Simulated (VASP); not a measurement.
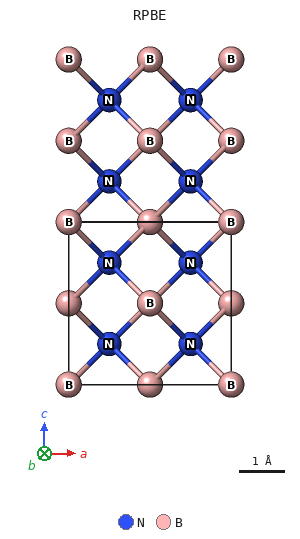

Solid BN (set up in F-43m), relaxed (cell and atoms) with several functionals. The picture shows the result with RPBE. The picture is a ball-and-stick view of the conventional cell (4 times the calculation's cell), repeated 1 × 1 × 2 with one cell outlined, seen along the b axis. Lengths and directions refer to the drawn axes.

Computed with VASP 6.6.1: VASP PAW PBE potentials, recommended; VASP PAW LDA potentials, recommended (each functional with its own set). (plane-wave cutoff 600 eV; k-point mesh 13 × 13 × 13; occupations fermi-dirac; smearing width 0.05 eV; no spin polarisation)

```csv
functional,volume (Å³/atom),a (Å)
vdW-DF-cx,?,?
RPBE,6.047,3.644
PBE,5.952,3.625
revPBE,6.025,3.639
PW91,5.949,3.624
r2SCAN,5.897,3.613
optB88-vdW,5.944,3.623
BLYP,6.058,3.646
AM05,5.855,3.605
PBEsol,5.864,3.607
LDA,5.749,3.583
rev-vdW-DF2,5.916,3.617
SCAN,5.865,3.607
```

### One row is withheld. What does the calculation give there?

With vdW-DF-cx the volume falls between rev-vdW-DF2 (5.916) and optB88-vdW (5.944). The calculation gives 5.923 Å³/atom (a = 3.619 Å). In order of volume: LDA < AM05 < PBEsol ≈ SCAN < r2SCAN < rev-vdW-DF2 < vdW-DF-cx < optB88-vdW < PW91 < PBE < revPBE < RPBE < BLYP; the spread is 5.4 %.
